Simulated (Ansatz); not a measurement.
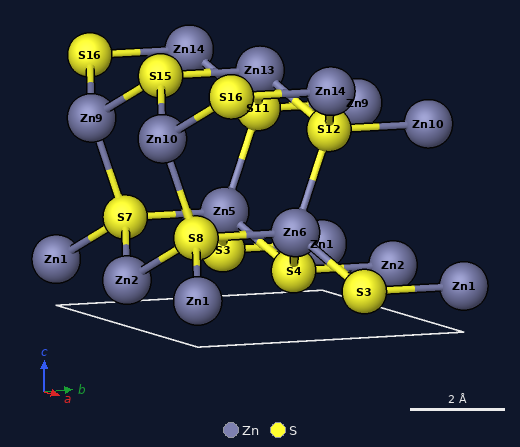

A slab of composition ZnS (cut from the P6_3mc phase), before the constrained relaxation. A ball-and-stick model of the cell of the calculation, outlined in the plane, without the vacuum (origin shifted), seen slightly off an axis.

Case: clean slab, lower planes held. The slab is the (1 0 0) face of ZnS. 8 atoms are held fixed.

Method: Ansatz, DFT PBE+D3(BJ), scalar-relativistic, plane waves, PAW.

The input:
```yaml
crystal:
  lattice:
    - [7.5878855819, 0.0, 0.0]
    - [0.0, 6.2354893696, 0.0]
    - [0.0, 0.0, 20.3808677833]
  atoms:
    - { symbol: Zn, position: [0.5, 0.9943873708, 0.3925249938] }
    - { symbol: Zn, position: [0.0, 0.9943873708, 0.3925249938] }
    - { symbol: S, position: [0.5, 0.6206126292, 0.3925249938] }
    - { symbol: S, position: [0.0, 0.6206126292, 0.3925249938] }
    - { symbol: Zn, position: [0.75, 0.4943873708, 0.4462624969] }
    - { symbol: Zn, position: [0.25, 0.4943873708, 0.4462624969] }
    - { symbol: S, position: [0.75, 0.1206126292, 0.4462624969] }
    - { symbol: S, position: [0.25, 0.1206126292, 0.4462624969] }
    - { symbol: Zn, position: [0.75, 0.9943873708, 0.5537375031] }
    - { symbol: Zn, position: [0.25, 0.9943873708, 0.5537375031] }
    - { symbol: S, position: [0.75, 0.6206126292, 0.5537375031] }
    - { symbol: S, position: [0.25, 0.6206126292, 0.5537375031] }
    - { symbol: Zn, position: [0.0, 0.4943873708, 0.6074750062] }
    - { symbol: Zn, position: [0.5, 0.4943873708, 0.6074750062] }
    - { symbol: S, position: [0.0, 0.1206126292, 0.6074750062] }
    - { symbol: S, position: [0.5, 0.1206126292, 0.6074750062] }
basis:
  ecutwfc: 420
kpoints:
  mp_grid: { grid: [2, 3, 1] }
hamiltonian:
  xc: pbe
  dispersion: d3bj
scf:
  occupations: { method: gaussian, width: 0.05 }
output:
  forces: true
  eigenvalues: true
  write_density: true
  write_potential: true
  elf: true
  volumetric_format: npy
relax:
  adjacent_minimum: "off"
  f_tol: 0.03
  max_steps: 70
  constraints: [{ sites: [0, 1, 2, 3, 4, 5, 6, 7] }]
efield:
  axis: 3
  dipole_correction: true
  ramp_width: 0.04
```

Command:
```bash
ansatz run input.yaml --threads 4 --pin off --max-ram 10240MiB --backend cpu --events-out ev --progress --plain --runs-dir out
```

> What does the optimiser find from here?

After 4 geometry steps the energy has fallen by 0.940 eV per cell of the calculation. Largest force component: 1.2 eV/Å at the start, 0.016 eV/Å at the end. The largest moves, 0.59 Å, are those of Zn13 and Zn14. Zn13 goes at 39° to the normal (−c side). By element the largest moves are Zn 0.59 Å, S 0.22 Å. The cell stays as it was. Among the contacts that change: Zn13–S15 2.331 → 2.210 Å, S7–Zn9 2.328 → 2.429 Å, S11–Zn13 2.328 → 2.268 Å, Zn5–S11 2.328 → 2.383 Å. Among the angles between lasting bonds that change: Zn6–S12–Zn13 109.2° → 94.9°, S11–Zn14–S16 109.8° → 122.5°, Zn9–S16–Zn14 109.8° → 97.9°. Cost: 67 s on 4 threads of Arm Neoverse V2, on a shared host, peak memory 1.6 GiB.

History of the run:

```
step  E − E(0), meV/atom  largest force component, eV/Å
   0                0.00                         1.2057
   1              -36.31                         0.7187
   2              -54.84                         0.3122
   3              -58.62                         0.0659
   4              -58.74                         0.0157
```

After the run, drawn alike:

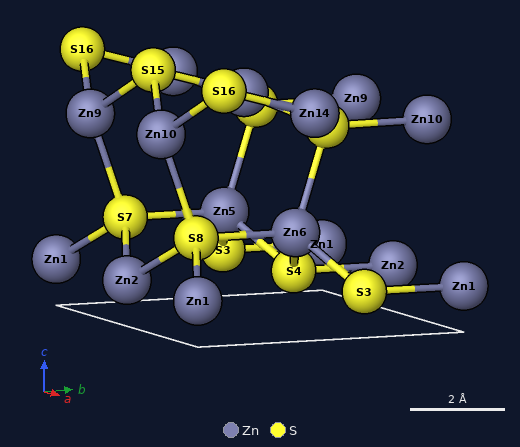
